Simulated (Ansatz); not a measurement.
# Calculations on Al₃Cu₂

### Relaxation

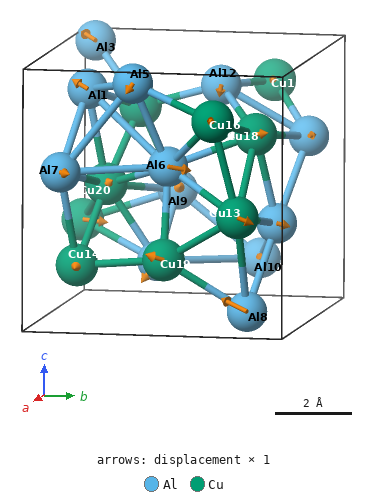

This is a relaxation of an amorphous cell of composition Al3Cu2 (coarse preliminary run). The starting structure is drawn; orange arrows show the displacements (the part carried along by the change of the cell is left out), at their true length.

The picture is a ball-and-stick view of the cell of the calculation, seen slightly off an axis.

Case: the last frame of the dynamics.

Method: DFT PBEsol, scalar-relativistic, plane waves, PAW in Ansatz 0.2.0. Settings: plane-wave cutoff 420 eV; k-point mesh 2 × 2 × 2; occupations gaussian; smearing width 0.1 eV; mesh shifted by (0.5, 0.5, 0.5); no spin polarisation; cell and atoms relaxed; force threshold 0.04 eV/Å; at most 70 steps.

### What happened in the run?

The atom that moves furthest relative to the cell is an Al atom (0.98 Å roughly along [−2 −3 1]). Largest moves by element: Al 0.98 Å, Cu 0.69 Å. Cell: a 6.895 → 6.124 Å (−11.2 %), b 6.976 → 7.900 Å (+13.2 %), c 7.003 → 6.237 Å (−10.9 %), α 89.9° → 78.9°, β 91.0° → 92.5°, γ 93.1° → 99.7°. Volume −13.2 %. Near-neighbour distances that change, for instance: Al–Al 4.462 → 2.886 Å, Al–Al 4.364 → 2.856 Å, Cu–Cu 4.204 → 2.837 Å, Al–Cu 3.918 → 2.605 Å. New bonds form, among them: Al–Cu (3.43 → 2.48 Å), Cu–Cu (3.16 → 2.57 Å), Cu–Cu (3.31 → 2.50 Å), Cu–Cu (3.33 → 2.63 Å). Bonds break, among them: Al–Cu (2.50 → 3.49 Å), Cu–Cu (2.60 → 3.50 Å). Bond angles that change, for instance: Cu–Al–Cu 172.6° → 116.2°, Al–Al–Cu 140.9° → 89.4°, Al–Al–Cu 80.8° → 122.1°. After 16 accepted moves (21 points after the start) the energy has fallen by 4.366 eV per cell of the calculation. The largest force component goes from 0.61 to 0.022 eV/Å. Pressure: −7.60 GPa at the start and 0.04 GPa at the end. The line search rejected the trial steps at points 11, 14, 17 of the run. At 2 points the geometry stayed and the basis and grid were re-selected for the new cell (energy shift of 73.0 meV per cell of the calculation at most each time).

Limits of the set-up: the k-point mesh is coarse for a cell with partly filled bands; the periodic images lie only 6.9 Å apart, so the values are limited by the cell's size.

### Dynamics

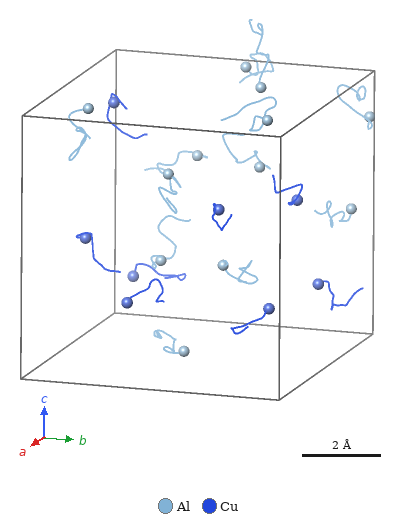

First-principles dynamics of an amorphous cell of composition Al₃Cu₂ (20 atoms in the cell), 336 fs long. Lines trace each atom's path, in the colour of its element; spheres stand at the starting positions. Seen slightly off an axis in the simulation cell.

All numbers below come from Ansatz 0.2.0, DFT PBEsol, scalar-relativistic, plane waves, PAW. Run with plane-wave cutoff 420 eV; k-point mesh 1 × 1 × 1; Fermi-Dirac smearing 0.148 eV; volume 1.16 times that of the relaxed crystal; set temperature 1720 K; time step 3 fs.

The input:
```yaml
crystal:
  lattice:
    - [6.892192, -0.185464, -0.060055]
    - [-0.185464, 6.973898, 0.006784]
    - [-0.060055, 0.006784, 7.002285]
  atoms:
    - { symbol: Al, position: [0.801331823, 0.1829124434, 0.9923453841] }
    - { symbol: Al, position: [0.0620042923, 0.9356786989, 0.4861432841] }
    - { symbol: Al, position: [0.031637407, 0.9935938008, 0.8327355061] }
    - { symbol: Al, position: [0.5668321733, 0.623787016, 0.3736513533] }
    - { symbol: Al, position: [0.026408249, 0.5115022429, 0.9817498313] }
    - { symbol: Al, position: [0.5317976136, 0.3966304744, 0.6929268205] }
    - { symbol: Al, position: [0.0102479991, 0.3201551237, 0.6255549206] }
    - { symbol: Al, position: [0.6838951445, 0.8338449925, 0.9701765088] }
    - { symbol: Al, position: [0.3692452025, 0.3111596241, 0.3171324558] }
    - { symbol: Al, position: [0.3483913068, 0.6863007655, 0.9988506563] }
    - { symbol: Al, position: [0.6024318791, 0.4871689995, 0.0448798047] }
    - { symbol: Al, position: [0.2261846184, 0.6395324361, 0.6620564944] }
    - { symbol: Cu, position: [0.7915406224, 0.8834256117, 0.2860073427] }
    - { symbol: Cu, position: [0.1153401077, 0.112820406, 0.1772628518] }
    - { symbol: Cu, position: [0.4238679589, 0.9406985356, 0.2915758787] }
    - { symbol: Cu, position: [0.8336920983, 0.7020968051, 0.6579310817] }
    - { symbol: Cu, position: [0.4352868528, 0.1494296827, 0.9206415811] }
    - { symbol: Cu, position: [0.4678053923, 0.8731381639, 0.6164071028] }
    - { symbol: Cu, position: [0.9118606308, 0.3778294846, 0.2982118478] }
    - { symbol: Cu, position: [0.6583459962, 0.123592218, 0.4598733144] }
  symmetry: { detect: false }
basis:
  ecutwfc: 420
  xc_grid: 1
kpoints:
  mp_grid: { grid: [1, 1, 1], shift: [0.25, 0.25, 0.25] }
hamiltonian:
  xc: pbesol
scf:
  occupations: { method: fermi_dirac, width: 0.1482 }
  lower_state_search: "off"
  convergence: { dr2_threshold: 1.0e-05 }
output:
  forces: true
  stress: true
md:
  timestep: 3.0
  n_steps: 112
  ensemble: nvt_langevin
  friction: 0.005
  temperature: 1720.0
  initial_velocities: maxwell_boltzmann
  seed: 51774
```

Launched with:
```bash
ansatz run input.yaml --threads 2 --pin off --max-ram 5120MiB --backend cpu --events-out ev --progress --plain --runs-dir out
```

> What do the traces tell about the motion?

Root-mean-square distances from the starting positions over the second half, with the common drift of all atoms taken out: Al 1.12 Å, Cu 1.08 Å. That is a large part of the typical shortest distance between atoms in the first frame, about 2.4 Å and still growing: the atoms leave their places as in a liquid.

Limits of the set-up: the k-point mesh is coarse for a cell with partly filled bands; the periodic images lie only 6.9 Å apart, so the values are limited by the cell's size.

Cost: 8.5 min on 2 threads of Intel(R) Xeon(R) Processor @ 2.50GHz (Skylake/Cascade Lake), on a shared host, peak memory 0.55 GiB.

### Dynamics

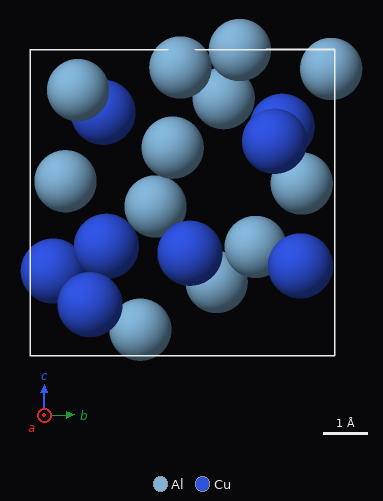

Starting frame of a dynamics run of an amorphous cell of composition Al3Cu2 (20 atoms in the cell). It starts from the last geometry of an earlier run, with fresh velocities. The picture is a spheres-only view of the simulation cell, seen along the a axis.

The calculation used DFT PBEsol, scalar-relativistic, plane waves, PAW (Ansatz).

Input
```yaml
crystal:
  lattice:
    - [6.892192, -0.185464, -0.060055]
    - [-0.185464, 6.973898, 0.006784]
    - [-0.060055, 0.006784, 7.002285]
  atoms:
    - { symbol: Al, position: [0.5869383187, 0.1535807017, 0.8642322489] }
    - { symbol: Al, position: [0.2144969685, 0.8880920476, 0.5581344178] }
    - { symbol: Al, position: [0.9989407166, 0.984696441, 0.9324111951] }
    - { symbol: Al, position: [0.5227593833, 0.7366434208, 0.3511892691] }
    - { symbol: Al, position: [0.9242417533, 0.4895630533, 0.9377741069] }
    - { symbol: Al, position: [0.6287706762, 0.4643591669, 0.6759949086] }
    - { symbol: Al, position: [0.8905548447, 0.1123858858, 0.5664304265] }
    - { symbol: Al, position: [0.6569334436, 0.6849021597, 0.9946179242] }
    - { symbol: Al, position: [0.2162272989, 0.407928061, 0.4838006662] }
    - { symbol: Al, position: [0.1272600854, 0.6086266098, 0.2367761369] }
    - { symbol: Al, position: [0.4036197253, 0.3582967865, 0.0812178842] }
    - { symbol: Al, position: [0.2547299727, 0.6317906534, 0.8374502399] }
    - { symbol: Cu, position: [0.9082444618, 0.88379881, 0.2890173003] }
    - { symbol: Cu, position: [0.8900133744, 0.19289943, 0.1632963782] }
    - { symbol: Cu, position: [0.1964684276, 0.0722423542, 0.2730923849] }
    - { symbol: Cu, position: [0.8563414845, 0.7988016992, 0.6962610662] }
    - { symbol: Cu, position: [0.2053474073, 0.2358476439, 0.791624536] }
    - { symbol: Cu, position: [0.4765815324, 0.8239277945, 0.7452461432] }
    - { symbol: Cu, position: [0.8087235595, 0.5210151288, 0.3308238109] }
    - { symbol: Cu, position: [0.5337739883, 0.2465495627, 0.3538302079] }
  symmetry: { detect: false }
basis:
  ecutwfc: 420
  xc_grid: 1
kpoints:
  mp_grid: { grid: [1, 1, 1], shift: [0.25, 0.25, 0.25] }
hamiltonian:
  xc: pbesol
scf:
  occupations: { method: fermi_dirac, width: 0.1069 }
  lower_state_search: "off"
  convergence: { dr2_threshold: 1.0e-05 }
output:
  forces: true
  stress: true
md:
  timestep: 3.0
  n_steps: 95
  ensemble: nvt_langevin
  friction: 0.005
  temperature: 1240.0
  initial_velocities: maxwell_boltzmann
  seed: 51775
```

Run as
```bash
ansatz run input.yaml --threads 2 --pin off --max-ram 5120MiB --backend cpu --events-out ev --progress --plain --runs-dir out
```

Question: What does the trajectory do?

Answer: The mean temperature in the second half is 1358 K (standard deviation 161 K). The potential energy is still drifting at the end, so the run hasn't reached equilibrium. The potential energy in the second half lies on average 77.6 meV per atom below the first frame. The mean pressure there is −2.5 GPa. In the second half of the run the atoms are, in the root-mean-square, this far from where they began (common drift taken out): Cu 0.89 Å, Al 0.79 Å. Against the typical shortest distance between atoms in the first frame, about 2.3 Å these are large excursions, but over 285 fs one can't yet tell strong vibration from the start of diffusion.

Along the run (each row but the first and the last is the mean over the interval that it begins):

```json
{"time (fs)": "0.0", "potential energy (meV/atom)": "0.0", "T (K)": "1178", "p (GPa)": "-1.4"}
{"time (fs)": "27.0", "potential energy (meV/atom)": "-86.7", "T (K)": "1631", "p (GPa)": "-2.2"}
{"time (fs)": "54.0", "potential energy (meV/atom)": "-80.0", "T (K)": "1574", "p (GPa)": "-1.5"}
{"time (fs)": "81.0", "potential energy (meV/atom)": "-91.6", "T (K)": "1429", "p (GPa)": "-2.6"}
{"time (fs)": "108.0", "potential energy (meV/atom)": "-134.2", "T (K)": "1619", "p (GPa)": "-3.9"}
{"time (fs)": "135.0", "potential energy (meV/atom)": "-73.0", "T (K)": "1390", "p (GPa)": "-1.8"}
{"time (fs)": "162.0", "potential energy (meV/atom)": "-75.4", "T (K)": "1311", "p (GPa)": "-1.6"}
{"time (fs)": "189.0", "potential energy (meV/atom)": "-62.3", "T (K)": "1157", "p (GPa)": "-1.9"}
{"time (fs)": "216.0", "potential energy (meV/atom)": "-95.0", "T (K)": "1513", "p (GPa)": "-3.0"}
{"time (fs)": "243.0", "potential energy (meV/atom)": "-82.6", "T (K)": "1398", "p (GPa)": "-3.2"}
{"time (fs)": "270.0", "potential energy (meV/atom)": "-88.7", "T (K)": "1458", "p (GPa)": "-3.6"}
```

The paths of the atoms:

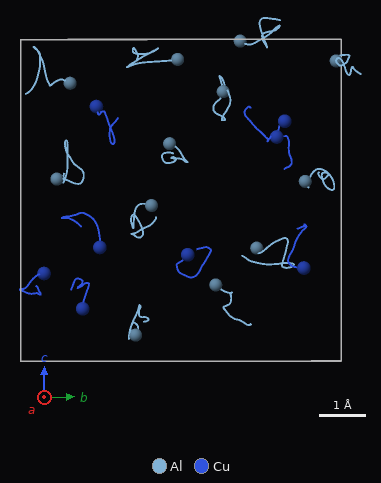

Limits of the set-up: the k-point mesh is coarse for a cell with partly filled bands; the periodic images lie only 6.9 Å apart, so the values are limited by the cell's size.
